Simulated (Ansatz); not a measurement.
**Nudged elastic band of Sr₈Ti₈O₂₃ (charge +2) (part 2 of 3)**

Continued. System: Sr₈Ti₈O₂₃ (defect cell, 39 atoms in the cell, total charge +2). Method: DFT PBEsol, scalar-relativistic, plane waves, PAW, no spin polarisation (Ansatz 0.2.0); cutoff 420 eV, 2×2×2 k-mesh, Gaussian smearing of 0.02 eV. The structure derives from a Materials Project entry. It belongs to a series of runs on one base structure; here: climbing-image band for the jump of O by 2.47 A.

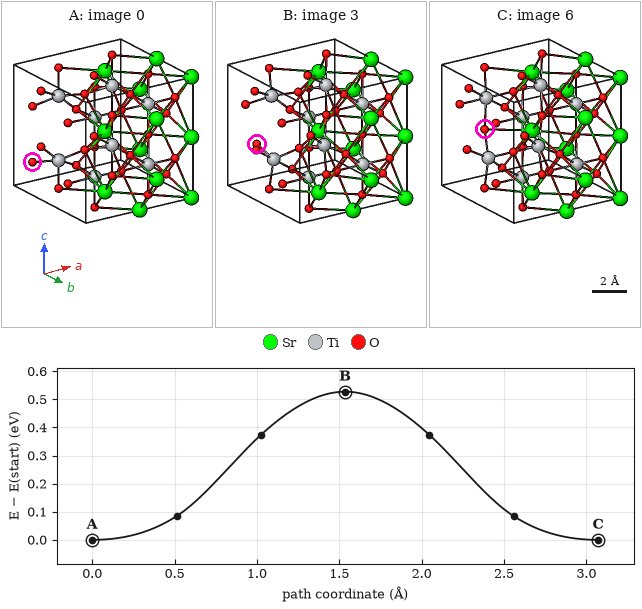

**Figure 1.** Images of the last band (counted from 0; ball-and-stick, simulation cell, seen at an oblique angle), with the moving atom and its periodic copies ringed, above the energy along the path; the line is a cubic interpolation that uses the forces. The highest image is number 3, 0.527 eV above the start and 0.527 eV above the end (the climbing image); start and end have the same energy. The path is 3.07 Å long, and O17 moves most (2.47 Å). The band converged in 13 iterations.

```
SCF converged after 6 iterations
Free energy (F): -60717.949304 eV
Harris-Foulkes:  -60717.949304 eV  (|F-HF|=2.78e-9)
Internal energy: -60717.949304 eV  (E = F + TS)
E sigma→0 (E₀):  -60717.949304 eV
Fermi energy:    10.891792 eV
--- Per-component energies (eV) ---
  E_band       = -1700.408245
  E_kinetic    = 8165.124524
  E_local      = -19188.920510  (includes V_loc(G=0)·N_el)
  E_nonlocal   = 2760.884905
  E_hartree    = 6738.205561
  E_xc         = -3835.797358
  E_vxc        = -4433.029117  (∫ρ·V_xc dr)
  E_paw        = -32815.141181  (= ΣΔE_a)
  E_vpaw       = -2480.937138  (= ΣTr[D̂ρ^β])
  E_aug_tail   = 0.057576  (compensation charges beyond the density's cutoff)
  E_ewald      = -22545.364297
  E_core_change = 3.001476  (= ΣΔE_core)
  E_smearing   = -0.000000  (= −TS)
  E_closure    = -0.000000  (closes the sum)
  E_deformation_potential = 41.236719  (in the stress; not in F)
  Σ components = -60717.949304   (vs F -60717.949304, Δ=0.00e0)
--- Forces (eV/Å), atoms counted from 1 ---
  atom   1  Sr    -0.00315707    -0.00315637    -0.00107271
  atom   2  Sr    -0.00315650    -0.00315677     0.00107266
  atom   3  Sr     0.00266349     0.00643291    -0.00032686
  atom   4  Sr     0.00266398     0.00643324     0.00032681
  atom   5  Sr     0.00643360     0.00266523    -0.00032710
  atom   6  Sr     0.00643297     0.00266503     0.00032702
  atom   7  Sr     0.00930018     0.00929825    -0.00031812
  atom   8  Sr     0.00929969     0.00929849     0.00031807
  atom   9  Ti     0.02088304     0.02088070     0.00000031
  atom  10  Ti     0.01345001     0.01344821    -0.00000034
  atom  11  Ti     0.00226276    -0.00190204     0.00000144
  atom  12  Ti     0.00668784     0.00759069    -0.00000102
  atom  13  Ti    -0.00190201     0.00226502    -0.00000123
  atom  14  Ti     0.00758850     0.00668981     0.00000092
  atom  15  Ti     0.00478516     0.00478367    -0.00000034
  atom  16  Ti     0.01500301     0.01500110     0.00000037
  atom  17  O     -0.01558364    -0.01558392    -0.00000003
  atom  18  O     -0.00634305     0.02176536     0.00000015
  atom  19  O     -0.01817005     0.01451192    -0.00000006
  atom  20  O     -0.00913251    -0.02642601     0.00000009
  atom  21  O     -0.00276075     0.01876538     0.00000016
  atom  22  O     -0.00754475     0.00975687    -0.00000010
  atom  23  O     -0.00973440    -0.01797724     0.00000019
  atom  24  O     -0.00927640    -0.01993518    -0.00000010
  atom  25  O     -0.00699119    -0.00699080     0.03032321
  atom  26  O     -0.00699112    -0.00699087    -0.03032320
  atom  27  O     -0.00009096    -0.00110336    -0.00976535
  atom  28  O     -0.00009085    -0.00110317     0.00976515
  atom  29  O     -0.00110267    -0.00009145    -0.00976474
  atom  30  O     -0.00110272    -0.00009148     0.00976492
  atom  31  O     -0.00239130    -0.00239098    -0.00597384
  atom  32  O     -0.00239130    -0.00239100     0.00597381
  atom  33  O      0.01450859    -0.01816987     0.00000005
  atom  34  O     -0.02642745    -0.00913247    -0.00000006
  atom  35  O     -0.01797955    -0.00973431    -0.00000016
  atom  36  O     -0.01993735    -0.00927637     0.00000008
  atom  37  O      0.02176730    -0.00634296    -0.00000007
  atom  38  O      0.01876812    -0.00276111    -0.00000008
  atom  39  O      0.00975883    -0.00754473     0.00000005
  max |Σ_I F_I| component: 5.80e-7 eV/Å
--- Band table (eV) ---
  k-point 0: bands = ["-46.3826", "-46.3825", "-46.3118", "-46.3027", "-46.3027", "-46.2456", "-46.1775", "-46.0223", "-22.9740", "-22.9709", "-22.7965", "-22.7931", "-22.7850", "-22.7772", "-22.7664", "-22.7611", "-22.7428", "-22.7399", "-22.7349", "-22.7116", "-22.7019", "-22.6936", "-22.6889", "-22.6792", "-22.6743", "-22.6666", "-22.6149", "-22.6111", "-22.6047", "-22.5898", "-22.5874", "-22.5565", "-22.5507", "-22.4979", "-22.4905", "-22.4816", "-22.4803", "-22.4088", "-22.0296", "-22.0126",
      "-7.7835", "-7.6712", "-7.5685", "-7.4826", "-7.3999", "-7.1550", "-7.0772", "-6.9872", "-6.7531", "-6.7230", "-6.6361", "-6.6088", "-6.5962", "-6.5242", "-6.4927", "-6.4339", "-6.4230", "-6.4214", "-6.3794", "-6.3513", "-6.3017", "-6.2454", "-6.1715", "-4.7991", "-4.6961", "-4.6719", "-4.6424", "-4.6011", "-4.5861", "-4.5631", "-4.5040", "-4.4744", "-4.4677", "-4.4137", "-4.4014", "-4.3944", "-4.3531", "-4.3016", "-4.2649", "-4.2168",
      "-4.1874", "-4.0339", "-4.0052", "-3.9795", "-3.8962", "-3.8490", "-3.4857", "5.3713", "5.4390", "5.4534", "5.4695", "5.4906", "5.5693", "5.6223", "5.6452", "5.7115", "5.7382", "5.7638", "5.8385", "5.8681", "5.8865", "5.9539", "5.9673", "6.0393", "6.2024", "6.2292", "6.4216", "6.4784", "6.5240", "6.5946", "6.6130", "6.6490", "6.7301", "6.7928", "6.8351", "6.8438", "6.8968", "6.9340", "6.9556", "6.9656",
      "7.0152", "7.0609", "7.1295", "7.2053", "7.2796", "7.3924", "7.5577", "7.5943", "7.7450", "7.8436", "8.0170", "8.0613", "8.1330", "8.3141", "8.3334", "8.3852", "8.4425", "8.4762", "8.4940", "8.5212", "8.5350", "8.5633", "8.6069", "8.6416", "8.7054", "8.7701", "8.8369", "8.8477", "8.9448", "8.9945", "9.0874", "9.2335", "9.3585", "9.4151", "9.4615", "9.5530", "12.2306", "12.3043", "12.3421", "12.3909",
      "12.4925", "12.5777", "12.9224", "13.1726", "13.2878", "13.3550", "13.3823", "13.4024", "13.4694", "13.4870", "13.4924", "13.5326", "13.5544", "13.5918", "13.7554", "13.9190", "13.9314", "13.9759", "14.0193", "14.1626", "14.1683", "14.8913", "14.9552", "14.9885", "15.0271", "15.0804", "15.3261", "15.4484", "15.6923", "15.9074", "16.0258", "16.0826", "16.3682", "16.5180", "16.6927"]
  k-point 1: bands = ["-46.3826", "-46.3825", "-46.3118", "-46.3027", "-46.3027", "-46.2456", "-46.1775", "-46.0223", "-22.9725", "-22.9724", "-22.7948", "-22.7914", "-22.7877", "-22.7790", "-22.7647", "-22.7595", "-22.7469", "-22.7399", "-22.7356", "-22.7096", "-22.7015", "-22.6941", "-22.6893", "-22.6781", "-22.6747", "-22.6665", "-22.6141", "-22.6092", "-22.6057", "-22.5900", "-22.5873", "-22.5556", "-22.5494", "-22.5089", "-22.4911", "-22.4801", "-22.4735", "-22.4090", "-22.0296", "-22.0126",
      "-7.7896", "-7.6224", "-7.6068", "-7.4854", "-7.3918", "-7.2207", "-7.0447", "-6.9227", "-6.8360", "-6.6711", "-6.6381", "-6.6036", "-6.5794", "-6.5502", "-6.4881", "-6.4630", "-6.4341", "-6.3958", "-6.3883", "-6.3402", "-6.2922", "-6.2479", "-6.1729", "-4.7742", "-4.7456", "-4.6603", "-4.6288", "-4.5971", "-4.5853", "-4.5292", "-4.5240", "-4.4913", "-4.4807", "-4.4436", "-4.4367", "-4.3701", "-4.2973", "-4.2893", "-4.2697", "-4.2523",
      "-4.1321", "-4.0605", "-4.0285", "-3.9579", "-3.9109", "-3.8377", "-3.4875", "5.3533", "5.4032", "5.4396", "5.4839", "5.5442", "5.5514", "5.6119", "5.6196", "5.6789", "5.7570", "5.7600", "5.8540", "5.8576", "5.8923", "5.9232", "6.0151", "6.1670", "6.1721", "6.2525", "6.4201", "6.4957", "6.5434", "6.5519", "6.6295", "6.6527", "6.7810", "6.7827", "6.8478", "6.8512", "6.9039", "6.9230", "6.9410", "6.9687",
      "7.0040", "7.0567", "7.1454", "7.2207", "7.2807", "7.2815", "7.5081", "7.5136", "7.6845", "7.8898", "7.9288", "8.0930", "8.1904", "8.2388", "8.2689", "8.4255", "8.4580", "8.4600", "8.4856", "8.4933", "8.5744", "8.6162", "8.6658", "8.6710", "8.6908", "8.7358", "8.8089", "8.9277", "8.9747", "9.0643", "9.0855", "9.2703", "9.3613", "9.3805", "9.4660", "9.5470", "12.2585", "12.2866", "12.3477", "12.3700",
      "12.3913", "12.5644", "13.0538", "13.0601", "13.2201", "13.3414", "13.3809", "13.3814", "13.4754", "13.4811", "13.5022", "13.5258", "13.5816", "13.6442", "13.8859", "13.9212", "13.9215", "13.9918", "14.0019", "14.1574", "14.1596", "14.8350", "14.9336", "15.0022", "15.0187", "15.1103", "15.3081", "15.5208", "15.6776", "15.8328", "16.0133", "16.0971", "16.4403", "16.5003", "16.7064"]
  k-point 2: bands = ["-46.3826", "-46.3825", "-46.3118", "-46.3027", "-46.3027", "-46.2456", "-46.1775", "-46.0223", "-22.9740", "-22.9709", "-22.7965", "-22.7931", "-22.7850", "-22.7772", "-22.7664", "-22.7611", "-22.7428", "-22.7399", "-22.7349", "-22.7116", "-22.7019", "-22.6936", "-22.6889", "-22.6792", "-22.6743", "-22.6666", "-22.6149", "-22.6111", "-22.6047", "-22.5898", "-22.5874", "-22.5565", "-22.5507", "-22.4979", "-22.4905", "-22.4816", "-22.4803", "-22.4088", "-22.0296", "-22.0126",
      "-7.7835", "-7.6712", "-7.5685", "-7.4826", "-7.3999", "-7.1550", "-7.0772", "-6.9872", "-6.7531", "-6.7230", "-6.6361", "-6.6088", "-6.5962", "-6.5242", "-6.4927", "-6.4339", "-6.4230", "-6.4214", "-6.3794", "-6.3513", "-6.3017", "-6.2454", "-6.1715", "-4.7991", "-4.6961", "-4.6719", "-4.6424", "-4.6011", "-4.5861", "-4.5631", "-4.5040", "-4.4744", "-4.4677", "-4.4137", "-4.4014", "-4.3944", "-4.3531", "-4.3016", "-4.2649", "-4.2168",
      "-4.1874", "-4.0339", "-4.0052", "-3.9795", "-3.8962", "-3.8490", "-3.4857", "5.3713", "5.4390", "5.4534", "5.4695", "5.4906", "5.5693", "5.6223", "5.6452", "5.7115", "5.7382", "5.7638", "5.8385", "5.8681", "5.8865", "5.9539", "5.9673", "6.0393", "6.2024", "6.2292", "6.4216", "6.4784", "6.5240", "6.5946", "6.6130", "6.6490", "6.7301", "6.7928", "6.8351", "6.8438", "6.8968", "6.9340", "6.9556", "6.9656",
      "7.0152", "7.0609", "7.1295", "7.2053", "7.2796", "7.3924", "7.5577", "7.5943", "7.7450", "7.8436", "8.0170", "8.0613", "8.1330", "8.3141", "8.3334", "8.3852", "8.4425", "8.4762", "8.4940", "8.5212", "8.5350", "8.5633", "8.6069", "8.6416", "8.7054", "8.7701", "8.8369", "8.8477", "8.9448", "8.9945", "9.0874", "9.2335", "9.3585", "9.4151", "9.4615", "9.5530", "12.2306", "12.3043", "12.3421", "12.3909",
      "12.4925", "12.5777", "12.9224", "13.1726", "13.2878", "13.3550", "13.3823", "13.4024", "13.4694", "13.4870", "13.4924", "13.5326", "13.5544", "13.5918", "13.7554", "13.9190", "13.9314", "13.9759", "14.0193", "14.1626", "14.1683", "14.8913", "14.9552", "14.9885", "15.0271", "15.0804", "15.3261", "15.4484", "15.6923", "15.9074", "16.0258", "16.0826", "16.3682", "16.5180", "16.6927"]
  k-point 3: bands = ["-46.3826", "-46.3825", "-46.3118", "-46.3027", "-46.3027", "-46.2456", "-46.1775", "-46.0223", "-22.9725", "-22.9724", "-22.7948", "-22.7914", "-22.7877", "-22.7790", "-22.7647", "-22.7595", "-22.7469", "-22.7399", "-22.7356", "-22.7096", "-22.7015", "-22.6941", "-22.6893", "-22.6781", "-22.6747", "-22.6665", "-22.6141", "-22.6092", "-22.6057", "-22.5900", "-22.5873", "-22.5556", "-22.5494", "-22.5089", "-22.4911", "-22.4801", "-22.4735", "-22.4090", "-22.0296", "-22.0126",
      "-7.7896", "-7.6224", "-7.6068", "-7.4854", "-7.3918", "-7.2207", "-7.0447", "-6.9227", "-6.8360", "-6.6711", "-6.6381", "-6.6036", "-6.5794", "-6.5502", "-6.4881", "-6.4630", "-6.4341", "-6.3958", "-6.3883", "-6.3402", "-6.2922", "-6.2479", "-6.1729", "-4.7742", "-4.7456", "-4.6603", "-4.6288", "-4.5971", "-4.5853", "-4.5292", "-4.5240", "-4.4913", "-4.4807", "-4.4436", "-4.4367", "-4.3701", "-4.2973", "-4.2893", "-4.2697", "-4.2523",
      "-4.1321", "-4.0605", "-4.0285", "-3.9579", "-3.9109", "-3.8377", "-3.4875", "5.3533", "5.4032", "5.4396", "5.4839", "5.5442", "5.5514", "5.6119", "5.6196", "5.6789", "5.7570", "5.7600", "5.8540", "5.8576", "5.8923", "5.9232", "6.0151", "6.1670", "6.1721", "6.2525", "6.4201", "6.4957", "6.5434", "6.5519", "6.6295", "6.6527", "6.7810", "6.7827", "6.8478", "6.8512", "6.9039", "6.9230", "6.9410", "6.9687",
      "7.0040", "7.0567", "7.1454", "7.2207", "7.2807", "7.2815", "7.5081", "7.5136", "7.6845", "7.8898", "7.9288", "8.0930", "8.1904", "8.2388", "8.2689", "8.4255", "8.4580", "8.4600", "8.4856", "8.4933", "8.5744", "8.6162", "8.6658", "8.6710", "8.6908", "8.7358", "8.8089", "8.9277", "8.9747", "9.0643", "9.0855", "9.2703", "9.3613", "9.3805", "9.4660", "9.5470", "12.2585", "12.2866", "12.3477", "12.3700",
      "12.3913", "12.5644", "13.0538", "13.0601", "13.2201", "13.3414", "13.3809", "13.3814", "13.4754", "13.4811", "13.5022", "13.5258", "13.5816", "13.6442", "13.8859", "13.9212", "13.9215", "13.9918", "14.0019", "14.1574", "14.1596", "14.8350", "14.9336", "15.0022", "15.0187", "15.1103", "15.3081", "15.5208", "15.6776", "15.8328", "16.0133", "16.0971", "16.4403", "16.5003", "16.7064"]
this run last wrote the band of iteration 13 to [file]
```
